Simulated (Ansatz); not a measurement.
Geometry relaxation, with input and output: AlCu3

System: AlCu3 (Pm-3m, 4 atoms in the cell).
Method: DFT r2SCAN, scalar-relativistic, plane waves, PAW, no spin polarisation (Ansatz 0.2.0).

The structure derives from a Materials Project entry.

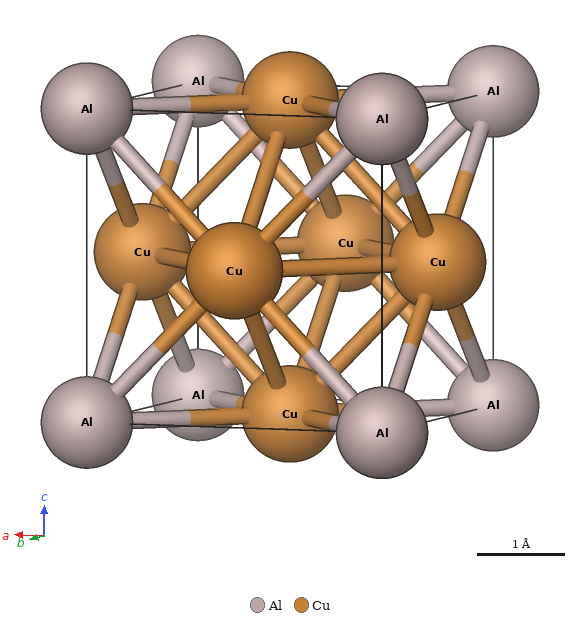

**Figure 1.** The starting structure (ball-and-stick view of the cell of the calculation, seen at an oblique angle). An atom can appear more than once, as a periodic image.

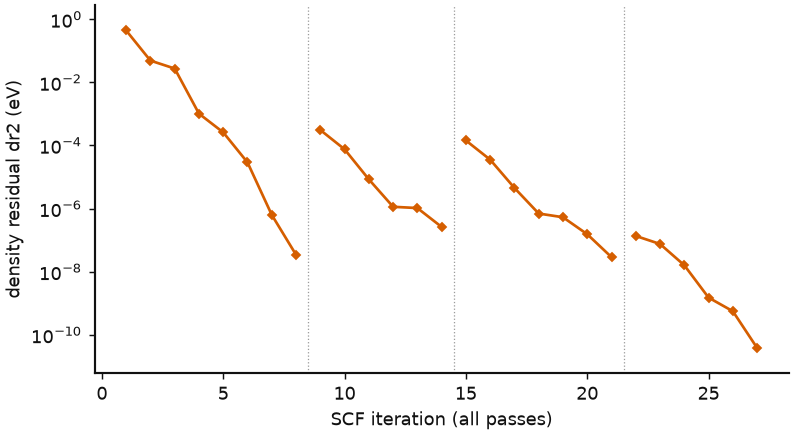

**Figure 2.** Convergence of the self-consistent field: density residual dr2 against the SCF iteration. The dotted lines part the SCF passes of the relaxation: geometry steps, rejected trials and re-solves on a re-selected basis. The passes take 8, 6, 7 and 6 iterations.

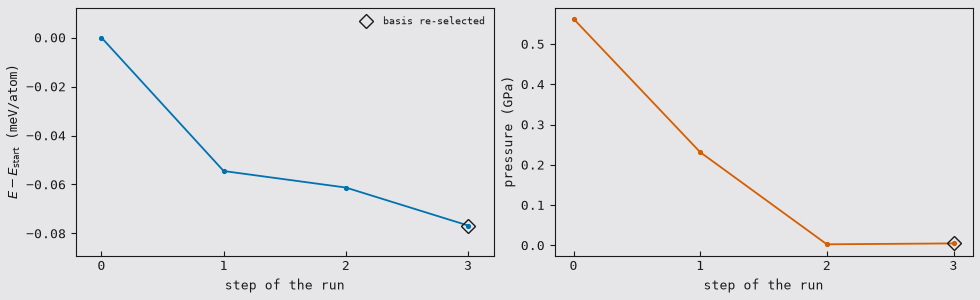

**Figure 3.** Progress of the relaxation, step by step (the first geometry is step 0 here and step 1 in the log). No atom moves by more than 0.005 Å relative to the cell. Over 2 geometry steps the energy falls by 0.1 meV per atom. All forces vanish by symmetry, so only the cell relaxes. The pressure goes from 0.56 to 0.00 GPa. A last SCF at the same geometry on a re-selected plane-wave basis shifts the energy by next to nothing (0.0 meV per atom).

The input and output of the run follow.

## The input
```yaml
crystal:
  lattice:
    - [3.63737667, 0.0, 0.0]
    - [0.0, 3.63737667, 0.0]
    - [0.0, 0.0, 3.63737667]
  atoms:
    - { symbol: Al, position: [0.0, 0.0, 0.0] }
    - { symbol: Cu, position: [0.5, 0.5, 0.0] }
    - { symbol: Cu, position: [0.5, 0.0, 0.5] }
    - { symbol: Cu, position: [0.0, 0.5, 0.5] }
basis:
  ecutwfc: 500
kpoints:
  mp_grid: { grid: [12, 12, 12] }
hamiltonian:
  xc: r2scan
scf:
  occupations: { method: gaussian, width: 0.1 }
output:
  forces: true
  stress: true
  eigenvalues: true
relax:
  adjacent_minimum: "off"
  f_tol: 0.005
  max_steps: 80
  cell: { stress_tol: 0.05 }
```

Run as:
```bash
ansatz run input.yaml --threads 1 --pin off --max-ram 2560MiB --backend cpu --events-out ev --progress --plain --runs-dir out
```

## The program's output
```
Engine: ansatz 0.2.0, x86_64-unknown-linux-gnu
Pseudopotentials: kind: paw
Pseudopotential: Al, paw, valence charge 3, recommended cutoff 500 eV (meta_gga), Al.paw.azcp
Pseudopotential: Cu, paw, valence charge 19, recommended cutoff 500 eV (meta_gga), Cu.paw.azcp
Functional definition: r2SCAN
  parameter k0 = 0.174
  parameter k1 = 0.065
  parameter a1 = 4.9479
  exchange = r2scan_x(k0 = k0, k1 = k1, a1 = a1)
  correlation = r2scan_c
Crystal: 4 atoms, lattice volume = 48.124 Å³
Basis set: ecut = 500 eV, 1213 PW (Γ), exchange–correlation on 108×108×108 points (64 copies of the dense FFT grid, shifted against one another)
Bands: 36, of which v1, the nominal top of the filled ones, is band 30 counted from 1 (29 counted from 0)
Symmetry: 48 space group operations
Space group: Pm-3m (ITA 221), of the structure as read, at distance tolerance 3.6e-5 Å
k-points: 84 of 1728
Non-local potential: Al, projectors of the file, l = 0: 2, l = 1: 2, l = 2: 1
Non-local potential: Cu, projectors of the file, l = 0: 3, l = 1: 2, l = 2: 3, l = 3: 1
PAW form: soft (Blöchl's): semilocal exchange-correlation on the pseudo side does not see the compensation charge
PAW frozen core: Al, regenerated for the run's functional (the file was generated under x = pbe(κ = 0.804, μ = 0.2195149727645171), c = pbe(β = 0.06672455060314922))
PAW frozen core: Cu, regenerated for the run's functional (the file was generated under x = pbe(κ = 0.804, μ = 0.2195149727645171), c = pbe(β = 0.06672455060314922))
PAW one-centre angular grid: Al, 302 points (default); XC on 160 Gauss nodes
PAW one-centre angular grid: Cu, 590 points (default); XC on 160 Gauss nodes
Initial density: superposition of atomic densities (neutral atoms: chi_scale 0, normalization atom), corrected by the library's trained network
Initial wavefunctions: pseudopotential atomic-orbital guess
Functional: x = r2scan, c = r2scan; τ floored in thin density (d = 2e-4 eV/Å³)
SCF iter   1: F=—  HF=-20434.952378 eV  |F-HF|=—  |Δ(HF+E_count)|=         —  Δρ=3.89e-2  dr2=4.41e-1  dr2_τ=7.95e-3  ethr=1.77e-3  ⟨swp⟩=5.3  Hψ=10694  notcnv=0  defer=34
preconditioner: auto → Kerker (q_TF=auto, 2.830 Å⁻¹)  [metal: Δε(μ)=0.027 eV  Ē_g=9.602 eV  σ=0.100 eV  W_gap=0.15  n_scr=18 (ndim 8)  ℏωp=32.1 eV  f_vac=0.001  D(μ)=0.66/eV (n_scr^D=0)]
SCF iter   2: F=—  HF=-20434.928732 eV  |F-HF|=—  |Δ(HF+E_count)|=   2.36e-2  Δρ=1.56e-2  dr2=4.89e-2  dr2_τ=3.83e-3  ethr=7.35e-4  ⟨swp⟩=2.0  Hψ=5465  notcnv=0  defer=114
SCF iter   3: F=—  HF=-20434.893741 eV  |F-HF|=—  |Δ(HF+E_count)|=   3.50e-2  Δρ=8.19e-3  dr2=2.74e-2  dr2_τ=1.25e-4  ethr=8.15e-5  ⟨swp⟩=2.0  Hψ=5610  notcnv=0  defer=114
SCF iter   4: F=—  HF=-20434.886702 eV  |F-HF|=—  |Δ(HF+E_count)|=   7.04e-3  Δρ=1.29e-3  dr2=1.02e-3  dr2_τ=2.12e-5  ethr=4.57e-5  ⟨swp⟩=1.3  Hψ=3788  notcnv=0  defer=113
SCF iter   5: F=—  HF=-20434.887220 eV  |F-HF|=—  |Δ(HF+E_count)|=   5.18e-4  Δρ=5.89e-4  dr2=2.60e-4  dr2_τ=2.22e-6  ethr=1.70e-6  ⟨swp⟩=2.0  Hψ=4493  notcnv=0  defer=113
SCF iter   6: F=—  HF=-20434.887171 eV  |F-HF|=—  |Δ(HF+E_count)|=   4.85e-5  Δρ=2.53e-4  dr2=2.91e-5  dr2_τ=1.22e-7  ethr=4.34e-7  ⟨swp⟩=2.0  Hψ=4244  notcnv=0  defer=113
SCF iter   7: F=—  HF=-20434.887155 eV  |F-HF|=—  |Δ(HF+E_count)|=   1.66e-5  Δρ=4.56e-5  dr2=6.32e-7  dr2_τ=7.87e-9  ethr=4.85e-8  ⟨swp⟩=2.0  Hψ=3950  notcnv=0  defer=113
SCF iter   8: F=-20434.887155 eV  HF=-20434.887155 eV  |F-HF|=1.72e-9  |Δ(HF+E_count)|=   9.50e-8  Δρ=8.39e-6  dr2=3.44e-8  dr2_τ=2.28e-10  ethr=1.67e-10  ⟨swp⟩=8.2  Hψ=13158  notcnv=0
SCF 1 converged in 8 iterations: F = -20434.887155 eV  dr2 = 3.44e-8
  greatest PAW one-centre occupation: 1.000 electrons in one spin orbital (limit 2), on the Cu atom at site 3 (counted from 0), in its partial waves of l = 0
relax step   1: F+E_penalty+E_count = -20434.88715467 eV  Δ(F+E_penalty+E_count) = +0.000e0 eV  max|allowed force component| = 6.140e-29 eV/Å  Δτ_max = 0.0000 Å  P = +0.563 GPa  Ω = 48.124 Å³  (8 SCF iters, dr2 threshold 1.00e-7 eV, accepted)
Crystal: 4 atoms, lattice volume = 48.228 Å³
Basis set: ecut = 500 eV, 1237 PW (Γ), exchange–correlation on 108×108×108 points (64 copies of the dense FFT grid, shifted against one another)
Initial density: handed on by an earlier stage of this run
Initial wavefunctions: those handed on with the density
iter 1 solved again at ethr=5.85e-7 eV; its pass at ethr=3.10e-3 eV (dr2=3.51e-4 eV) is discarded
SCF iter   1: F=—  HF=-20434.887199 eV  |F-HF|=—  |Δ(HF+E_count)|=         —  Δρ=9.93e-4  dr2=3.10e-4  dr2_τ=1.54e-4  ethr=5.85e-7  ⟨swp⟩=1.0  Hψ=10075  notcnv=0
preconditioner: auto → Kerker (q_TF=auto, 2.829 Å⁻¹)  [metal: Δε(μ)=0.098 eV  Ē_g=9.379 eV  σ=0.100 eV  W_gap=0.47  n_scr=18 (ndim 8)  ℏωp=32.1 eV  f_vac=0.002  D(μ)=0.95/eV (n_scr^D=6)]
SCF iter   2: F=—  HF=-20434.887407 eV  |F-HF|=—  |Δ(HF+E_count)|=   2.08e-4  Δρ=6.28e-4  dr2=7.58e-5  dr2_τ=2.66e-6  ethr=5.17e-7  ⟨swp⟩=2.7  Hψ=5259  notcnv=0
SCF iter   3: F=—  HF=-20434.887373 eV  |F-HF|=—  |Δ(HF+E_count)|=   3.32e-5  Δρ=1.16e-4  dr2=8.45e-6  dr2_τ=4.90e-8  ethr=1.26e-7  ⟨swp⟩=2.1  Hψ=4527  notcnv=0
SCF iter   4: F=—  HF=-20434.887372 eV  |F-HF|=—  |Δ(HF+E_count)|=   9.03e-7  Δρ=4.96e-5  dr2=1.14e-6  dr2_τ=1.50e-8  ethr=1.41e-8  ⟨swp⟩=2.0  Hψ=4400  notcnv=0
SCF iter   5: F=—  HF=-20434.887374 eV  |F-HF|=—  |Δ(HF+E_count)|=   1.18e-6  Δρ=7.03e-5  dr2=1.04e-6  dr2_τ=1.72e-9  ethr=6.67e-10  ⟨swp⟩=5.0  Hψ=12017  notcnv=0
SCF iter   6: F=-20434.887373 eV  HF=-20434.887374 eV  |F-HF|=1.81e-7  |Δ(HF+E_count)|=   2.48e-8  Δρ=3.29e-5  dr2=2.62e-7  dr2_τ=5.31e-10  ethr=6.67e-10  ⟨swp⟩=2.4  Hψ=10277  notcnv=0
SCF 2 converged in 6 iterations: F = -20434.887373 eV  dr2 = 2.62e-7
relax step   2: F+E_penalty+E_count = -20434.88737349 eV  Δ(F+E_penalty+E_count) = -2.188e-4 eV  max|allowed force component| = 1.855e-29 eV/Å  Δτ_max = 0.0000 Å  P = +0.231 GPa  Ω = 48.228 Å³  energy of the carried Pulay correction = -3.830e-5 eV  (6 SCF iters, dr2 threshold 4.00e-7 eV, accepted)
Crystal: 4 atoms, lattice volume = 48.301 Å³
iter 1 solved again at ethr=2.73e-7 eV; its pass at ethr=3.10e-3 eV (dr2=1.64e-4 eV) is discarded
SCF iter   1: F=—  HF=-20434.887308 eV  |F-HF|=—  |Δ(HF+E_count)|=         —  Δρ=6.67e-4  dr2=1.44e-4  dr2_τ=7.57e-5  ethr=2.73e-7  ⟨swp⟩=1.1  Hψ=10080  notcnv=0
preconditioner: auto → Kerker (q_TF=auto, 2.829 Å⁻¹)  [metal: Δε(μ)=0.098 eV  Ē_g=9.366 eV  σ=0.100 eV  W_gap=0.48  n_scr=18 (ndim 8)  ℏωp=32.1 eV  f_vac=0.002  D(μ)=0.96/eV (n_scr^D=6)]
SCF iter   2: F=—  HF=-20434.887428 eV  |F-HF|=—  |Δ(HF+E_count)|=   1.20e-4  Δρ=4.31e-4  dr2=3.55e-5  dr2_τ=1.20e-6  ethr=2.39e-7  ⟨swp⟩=2.7  Hψ=5233  notcnv=0
SCF iter   3: F=—  HF=-20434.887400 eV  |F-HF|=—  |Δ(HF+E_count)|=   2.75e-5  Δρ=8.15e-5  dr2=4.52e-6  dr2_τ=2.13e-8  ethr=5.92e-8  ⟨swp⟩=2.0  Hψ=4482  notcnv=0
SCF iter   4: F=—  HF=-20434.887400 eV  |F-HF|=—  |Δ(HF+E_count)|=   4.45e-7  Δρ=3.68e-5  dr2=6.97e-7  dr2_τ=8.28e-9  ethr=7.54e-9  ⟨swp⟩=2.0  Hψ=4395  notcnv=0
SCF iter   5: F=—  HF=-20434.887400 eV  |F-HF|=—  |Δ(HF+E_count)|=   5.37e-7  Δρ=4.93e-5  dr2=5.32e-7  dr2_τ=7.91e-10  ethr=2.23e-10  ⟨swp⟩=5.0  Hψ=12053  notcnv=0
SCF iter   6: F=—  HF=-20434.887400 eV  |F-HF|=—  |Δ(HF+E_count)|=   7.32e-9  Δρ=2.48e-5  dr2=1.54e-7  dr2_τ=2.89e-10  ethr=8.87e-10  ⟨swp⟩=1.0  Hψ=3025  notcnv=0
SCF iter   7: F=-20434.887400 eV  HF=-20434.887400 eV  |F-HF|=2.04e-8  |Δ(HF+E_count)|=   2.00e-8  Δρ=9.71e-6  dr2=2.89e-8  dr2_τ=5.16e-11  ethr=2.23e-10  ⟨swp⟩=3.4  Hψ=8549  notcnv=0
SCF 3 converged in 7 iterations: F = -20434.887400 eV  dr2 = 2.89e-8
relax step   3: F+E_penalty+E_count = -20434.88740005 eV  Δ(F+E_penalty+E_count) = -2.656e-5 eV  max|allowed force component| = 2.049e-29 eV/Å  Δτ_max = 0.0000 Å  P = +0.003 GPa  Ω = 48.301 Å³  energy of the carried Pulay correction = -6.509e-5 eV  (7 SCF iters, dr2 threshold 1.34e-7 eV, accepted)
Initial wavefunctions: pseudopotential atomic-orbital guess (no wavefunctions were taken with the density)
iter 1 solved again at ethr=5.08e-9 eV; its pass at ethr=3.10e-3 eV (dr2=3.05e-6 eV) is discarded
SCF iter   1: F=—  HF=-20434.887434 eV  |F-HF|=—  |Δ(HF+E_count)|=         —  Δρ=1.20e-4  dr2=1.36e-7  dr2_τ=7.77e-9  ethr=5.08e-9  ⟨swp⟩=3.7  Hψ=19478  notcnv=0
preconditioner: auto → Kerker (q_TF=auto, 2.829 Å⁻¹)  [metal: Δε(μ)=0.096 eV  Ē_g=9.362 eV  σ=0.100 eV  W_gap=0.47  n_scr=18 (ndim 8)  ℏωp=32.1 eV  f_vac=0.002  D(μ)=0.96/eV (n_scr^D=6)]
SCF iter   2: F=—  HF=-20434.887455 eV  |F-HF|=—  |Δ(HF+E_count)|=   2.00e-5  Δρ=6.15e-5  dr2=7.55e-8  dr2_τ=3.07e-7  ethr=2.26e-10  ⟨swp⟩=2.0  Hψ=4545  notcnv=0
SCF iter   3: F=—  HF=-20434.887461 eV  |F-HF|=—  |Δ(HF+E_count)|=   6.13e-6  Δρ=2.50e-5  dr2=1.60e-8  dr2_τ=4.86e-8  ethr=1.26e-10  ⟨swp⟩=2.0  Hψ=4545  notcnv=0
SCF iter   4: F=—  HF=-20434.887462 eV  |F-HF|=—  |Δ(HF+E_count)|=   1.15e-6  Δρ=1.54e-6  dr2=1.51e-9  dr2_τ=8.36e-11  ethr=2.66e-11  ⟨swp⟩=2.0  Hψ=4546  notcnv=0
SCF iter   5: F=—  HF=-20434.887462 eV  |F-HF|=—  |Δ(HF+E_count)|=   1.33e-9  Δρ=1.40e-6  dr2=5.59e-10  dr2_τ=2.14e-11  ethr=2.51e-12  ⟨swp⟩=2.0  Hψ=4504  notcnv=0
SCF iter   6: F=-20434.887462 eV  HF=-20434.887462 eV  |F-HF|=1.09e-11  |Δ(HF+E_count)|=  2.80e-10  Δρ=3.22e-7  dr2=3.84e-11  dr2_τ=4.19e-13  ethr=1.00e-12  ⟨swp⟩=3.1  Hψ=11572  notcnv=0
SCF 4 converged in 6 iterations: F = -20434.887462 eV  dr2 = 3.84e-11
relax step   4: F+E_penalty+E_count = -20434.88746181 eV  Δ(F+E_penalty+E_count) = -6.176e-5 eV  max|allowed force component| = 1.132e-29 eV/Å  Δτ_max = 0.0000 Å  P = +0.005 GPa  Ω = 48.301 Å³  stress off target by 4.77e-3 GPa  SCF on the basis re-selected at this cell (its energy is not comparable with the rows above)  (6 SCF iters)
basis re-selected at this cell: Δ(F+E_penalty+E_count) = -6.176e-5 eV, ΔP = +0.002 GPa vs the last step (what re-selecting the basis moved, of the pressure what is left beyond the Pulay correction that the steps carried, after the strain that the cell walked since its last selection, with what the two solves' SCF thresholds leave and, on support functions, any second-order correction that the steps lacked; it is no measure of the basis error at this ecutwfc). This SCF's stress stands 4.77e-3 GPa from its target on what of the cell is left free (relax.cell.stress_tol is 5.00e-2 GPa) and its largest allowed force component is 1.13e-29 eV/Å (relax.f_tol is 5.00e-3 eV/Å): within both
SCF converged after 6 iterations
Free energy (F): -20434.887462 eV
Harris-Foulkes:  -20434.887462 eV  (|F-HF|=1.09e-11)
Internal energy: -20434.882656 eV  (E = F + TS)
E sigma→0 (E₀):  -20434.885059 eV
Entropy (-TS):   -0.004806 eV (-1.201 meV/atom)
Fermi energy:    15.198456 eV
--- Per-component energies (eV) ---
  E_band       = -1236.802933
  E_kinetic    = 924.226171
  E_local      = -13980.594966  (includes V_loc(G=0)·N_el)
  E_nonlocal   = 1190.443268
  E_hartree    = 6239.116380
  E_xc         = -290.205946
  E_vxc        = -409.055668  (∫ρ·V_xc dr)
  E_paw        = -5503.242873  (= ΣΔE_a)
  E_vpaw       = -1468.933247  (= ΣTr[D̂ρ^β])
  E_aug_tail   = 0.000427  (compensation charges beyond the density's cutoff)
  E_vtau       = 28.879186  (kinetic-family band-sum trace: ∫τ·v_τ [+ j·A + Jᵃ·Aᵃ] dr)
  E_ewald      = -9013.661685
  E_core_change = -0.963432  (= ΣΔE_core)
  E_smearing   = -0.004806  (= −TS)
  E_closure    = -0.000000  (closes the sum)
  Σ components = -20434.887462   (vs F -20434.887462, Δ=0.00e0)
--- Forces (eV/Å), atoms counted from 1 ---
  atom   1  Al     0.00000000    -0.00000000     0.00000000
  atom   2  Cu     0.00000000    -0.00000000     0.00000000
  atom   3  Cu     0.00000000     0.00000000     0.00000000
  atom   4  Cu     0.00000000    -0.00000000     0.00000000
  max |Σ_I F_I| component: 2.90e-29 eV/Å
--- Stress (GPa, compression-positive) ---
        0.004774       0.000000      -0.000000
        0.000000       0.004774       0.000000
       -0.000000       0.000000       0.004774
  P = ⅓ Tr σ = 0.0048 GPa (0.048 kbar)
--- Band table (eV; the first three rows and the last of 84) ---
  k-point 0: bands = ["-101.7868", "-101.7743", "-101.7743", "-57.6446", "-57.6446", "-57.6446", "-57.6255", "-57.6255", "-57.6255", "-57.5124", "-57.5124", "-57.5124", "4.0345", "9.6559", "10.2300", "10.2300", "10.5485", "10.5485", "10.5485", "12.0032", "12.0032", "12.0032", "12.6120", "12.6120", "12.8510", "13.1259", "13.1259", "13.1259", "14.8952", "14.8952", "14.8952", "19.7801", "19.7801", "20.7380", "26.3886", "26.3886"]
  k-point 1: bands = ["-101.7866", "-101.7745", "-101.7743", "-57.6441", "-57.6441", "-57.6440", "-57.6257", "-57.6257", "-57.6255", "-57.5130", "-57.5127", "-57.5127", "4.1191", "9.6782", "10.1904", "10.2748", "10.5596", "10.5596", "10.5652", "11.9765", "11.9765", "11.9863", "12.5801", "12.6128", "12.8280", "13.0084", "13.0084", "13.1260", "14.4269", "15.1098", "15.1098", "19.7945", "20.1375", "21.0704", "25.8288", "25.8288"]
  k-point 2: bands = ["-101.7861", "-101.7751", "-101.7743", "-57.6428", "-57.6428", "-57.6425", "-57.6262", "-57.6262", "-57.6256", "-57.5148", "-57.5135", "-57.5135", "4.3713", "9.6985", "10.0779", "10.4037", "10.5916", "10.5916", "10.6131", "11.9019", "11.9019", "11.9377", "12.4804", "12.6127", "12.7615", "12.7665", "12.7665", "13.1261", "13.5067", "15.6418", "15.6418", "19.8377", "20.4611", "22.3532", "24.4635", "24.4635"]
  k-point 83: bands = ["-101.7785", "-101.7785", "-101.7785", "-57.6597", "-57.6597", "-57.6597", "-57.6018", "-57.6018", "-57.6018", "-57.5795", "-57.4937", "-57.4937", "8.5596", "9.9741", "9.9741", "9.9741", "11.4863", "11.4863", "11.4863", "12.0393", "12.0393", "12.0393", "12.0638", "12.0638", "12.0638", "12.2217", "12.2217", "12.9405", "12.9405", "12.9405", "13.7248", "16.7736", "17.1205", "17.1205", "17.1205", "32.6709"]
--- Relaxed structure (3 steps of the walk, 3 accepted, 1 SCFs on fresh bases) ---
  F+E_penalty+E_count = -20434.88746181 eV   max|allowed force component| = 1.132e-29 eV/Å   (the final SCF, on the basis selected at the relaxed cell)
  cell:  # Å, volume = 48.3008 Å³
    - [3.6418163312279455, -1.607292609024341e-35, -1.6049416203226965e-35]
    - [-1.607292609024341e-35, 3.6418163312279455, 0.0]
    - [-1.6049416203226965e-35, 0.0, 3.6418163312279455]
  atoms:
    - { symbol: Al, position: [1.2754478824448664e-36, -7.1097601552266475e-37, 7.756101987421477e-38] }
    - { symbol: Cu, position: [0.5, 0.5, 8.617891093790725e-39] }
    - { symbol: Cu, position: [0.5, 1.8528465857168066e-37, 0.5] }
    - { symbol: Cu, position: [-1.0341469307131443e-37, 0.5, 0.5] }
```

## Trajectory as extended XYZ (Å, eV, eV/Å), 4 frames, from step=1 to step=4
```
4
Lattice="3.6374 0.0000 0.0000 0.0000 3.6374 0.0000 0.0000 0.0000 3.6374" Properties=species:S:1:pos:R:3:forces:R:3 step=1 energy=-20434.88716 pressure_GPa=0.56
Al    0.0000    0.0000    0.0000    0.0000   0.0000   0.0000
Cu    1.8187    1.8187    0.0000    0.0000   0.0000   0.0000
Cu    1.8187    0.0000    1.8187    0.0000   0.0000   0.0000
Cu    0.0000    1.8187    1.8187    0.0000   0.0000   0.0000
4
Lattice="3.6400 0.0000 0.0000 0.0000 3.6400 0.0000 0.0000 0.0000 3.6400" Properties=species:S:1:pos:R:3:forces:R:3 step=2 energy=-20434.88737 pressure_GPa=0.23
Al    0.0000    0.0000    0.0000    0.0000   0.0000   0.0000
Cu    1.8200    1.8200    0.0000    0.0000   0.0000   0.0000
Cu    1.8200    0.0000    1.8200    0.0000   0.0000   0.0000
Cu    0.0000    1.8200    1.8200    0.0000   0.0000   0.0000
4
Lattice="3.6418 0.0000 0.0000 0.0000 3.6418 0.0000 0.0000 0.0000 3.6418" Properties=species:S:1:pos:R:3:forces:R:3 step=3 energy=-20434.88740 pressure_GPa=0.00
Al    0.0000    0.0000    0.0000    0.0000   0.0000   0.0000
Cu    1.8209    1.8209    0.0000    0.0000   0.0000   0.0000
Cu    1.8209    0.0000    1.8209    0.0000   0.0000   0.0000
Cu    0.0000    1.8209    1.8209    0.0000   0.0000   0.0000
4
Lattice="3.6418 0.0000 0.0000 0.0000 3.6418 0.0000 0.0000 0.0000 3.6418" Properties=species:S:1:pos:R:3:forces:R:3 step=4 energy=-20434.88746 pressure_GPa=0.00
Al    0.0000    0.0000    0.0000    0.0000   0.0000   0.0000
Cu    1.8209    1.8209    0.0000    0.0000   0.0000   0.0000
Cu    1.8209    0.0000    1.8209    0.0000   0.0000   0.0000
Cu    0.0000    1.8209    1.8209    0.0000   0.0000   0.0000
```

## Results in brief

| quantity | value |
| --- | --- |
| outcome | converged |
| space group (tolerance 0.01 Å) | Pm-3m (221) |
| electrons treated | 60 |
| free energy | −20434.8875 eV |
| Fermi energy | 15.198 eV |
| gap on the k-point mesh | none (metallic) |
| pressure | 0.00 GPa |
| final volume | 48.30 Å³ |
| largest force (length of the vector) at the end | under 0.001 eV/Å |
| final cell | a = 3.642 Å, b = 3.642 Å, c = 3.642 Å, α = 90.00°, β = 90.00°, γ = 90.00° |
| hardware | 1 thread of Intel Xeon @ 2.50GHz (Skylake/Cascade Lake), 189 GiB of memory available, shared host |
| wall time | 2.1 min |
| peak memory | 0.54 GiB |
